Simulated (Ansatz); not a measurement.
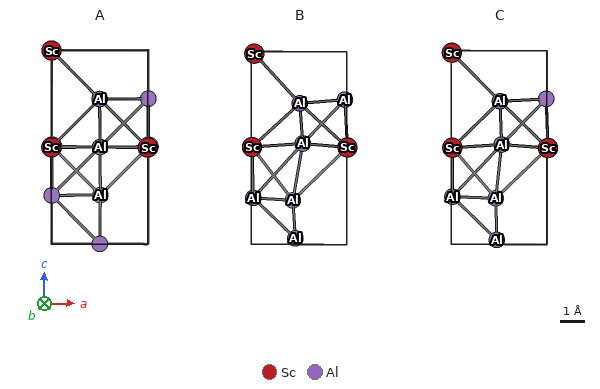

3 geometries from one relaxation of crystalline ScAl₃ (set up in P1) (coarse preliminary run), in shuffled order. A ball-and-stick model of the cell of the calculation, reduced to other axes, seen along the b axis. Lengths and directions refer to the drawn axes.

Theory: Ansatz, DFT PBE, scalar-relativistic, plane waves, PAW. Set-up: plane-wave cutoff 420 eV; k-point mesh 6 × 6 × 4; occupations gaussian; smearing width 0.2 eV; no spin polarisation; cell and atoms relaxed; force threshold 0.025 eV/Å; at most 60 steps.

> Put them in the order of the run, from the start to the converged end.

B, C, A. They are steps 0, 1, 4, at +2.747 eV per cell of the calculation, +0.800 eV per cell of the calculation relative to the last. Over 3 accepted moves (4 points after the start) the energy falls by 2.747 eV per cell of the calculation. The largest force component goes from 3.9 to 0.0033 eV/Å. Pressure: 10.40 GPa at the start and 0.03 GPa at the end. At 1 point the geometry stayed and the basis and grid were re-selected for the new cell (energy shift of 1.5 meV per cell of the calculation at most each time). An Al atom moves most relative to the cell: 0.38 Å along [3 3 1]. By element the largest moves are Al 0.38 Å, Sc 0.30 Å. The volume changes by +2.4 %, with a 4.055 → 4.098 Å (+1.1 %), b 4.064 → 4.098 Å (+0.9 %), c 8.196 → 8.233 Å (+0.5 %), α 91.1° → 90.0°, β 90.2° → 90.0°, γ 91.1° → 90.1°. Among the contacts that change: Al–Al 3.477 → 2.905 Å, Al–Sc 2.427 → 2.896 Å, Al–Al 2.444 → 2.903 Å, Al–Al 2.481 → 2.903 Å. The space group (tolerance 0.01 Å) goes from P1 (No. 1) to P4/mmm (No. 123).
